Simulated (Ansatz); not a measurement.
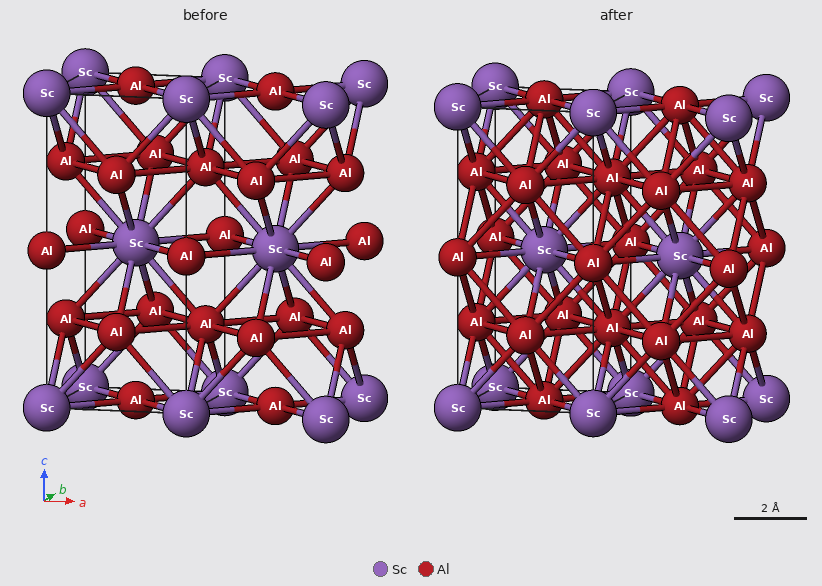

Left: a symmetric starting cell of ScAl3. Right: the same structure after one change, at the same scale. A ball-and-stick model of the conventional cell (2 times the calculation's cell), repeated 2 × 1 × 1 with one cell outlined, seen slightly off an axis. Lengths and directions refer to the drawn axes.

The calculation used DFT PBE, scalar-relativistic, plane waves, PAW (Ansatz 0.2.0). Settings: plane-wave cutoff 420 eV; k-point mesh 14 × 14 × 14; occupations gaussian; smearing width 0.1 eV; no spin polarisation.

> What was changed?

The cell is strained by −4.3 % along c and −2.8 % across it (volume −9.7 %), the atoms keeping their fractional coordinates. No relaxation follows. The starting cell wasn't computed here and needn't be at equilibrium, so pressure and forces aren't due to the change alone.

> And its effect?

Among the bonded contacts that change: Al–Al 2.990 → 2.881 Å, Al–Sc 2.990 → 2.881 Å, Al–Sc 2.847 → 2.766 Å, Al–Al 2.847 → 2.766 Å. The space group stays I4/mmm (No. 139). The pressure is 9.8 GPa (not all of it need come from the change, since the unchanged cell can be under pressure at this level too). The principal stresses (compression positive) are 10.5 GPa along c and 9.4 GPa across it. All forces vanish by symmetry.
